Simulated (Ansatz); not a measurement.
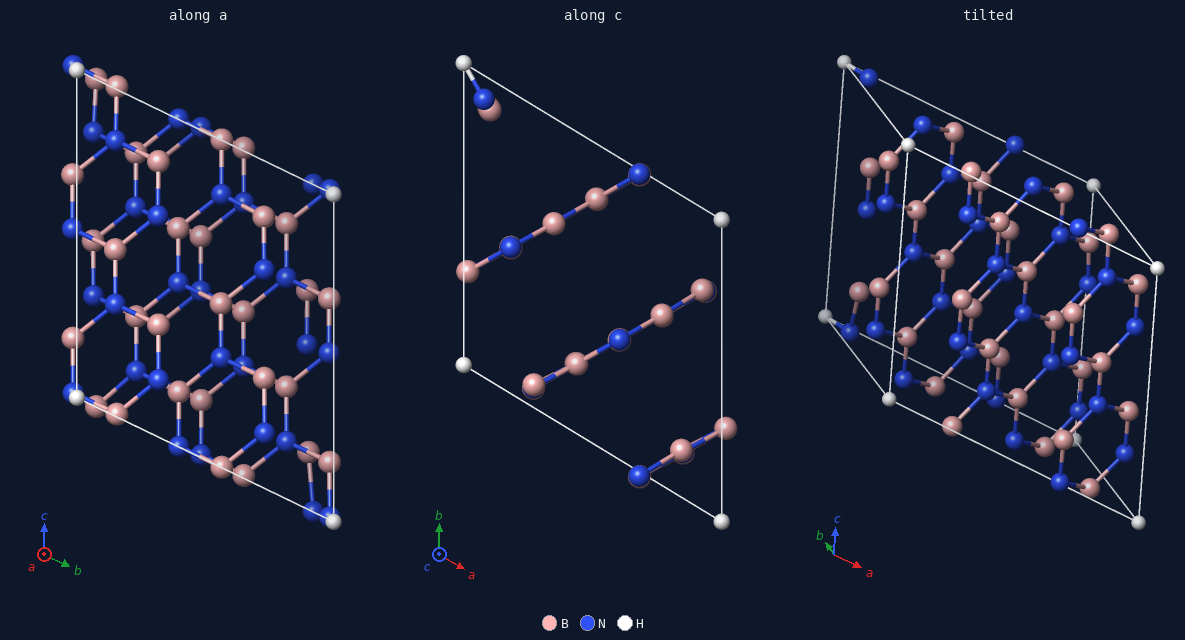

The structure above is drawn in ball-and-stick style and viewed along the a axis, along the c axis and slightly off an axis. Lines trace the edges of the simulation cell. Cell: a = 7.964 Å, b = 7.964 Å, c = 8.684 Å, α = 105.79°, β = 105.79°, γ = 114.00°.

Caption:

Its composition is B24HN24. No point symmetry survives, so the space group is P1. Cell content 24 B, 1 H, 24 N; Z = 1. B is linked to three N in a distorted trigonal planar arrangement at about 1.4 to 1.5 Å. H is linked to one N at about 1.1 Å. The bonds build BN and B12HN12 layers parallel to (1-10).

The initial geometry was a structure listed in the Materials Project, repeated into a supercell with a point defect put in. The atoms were relaxed in a fixed cell with DFT PBE+D3(BJ), scalar-relativistic, plane waves, PAW (Ansatz).
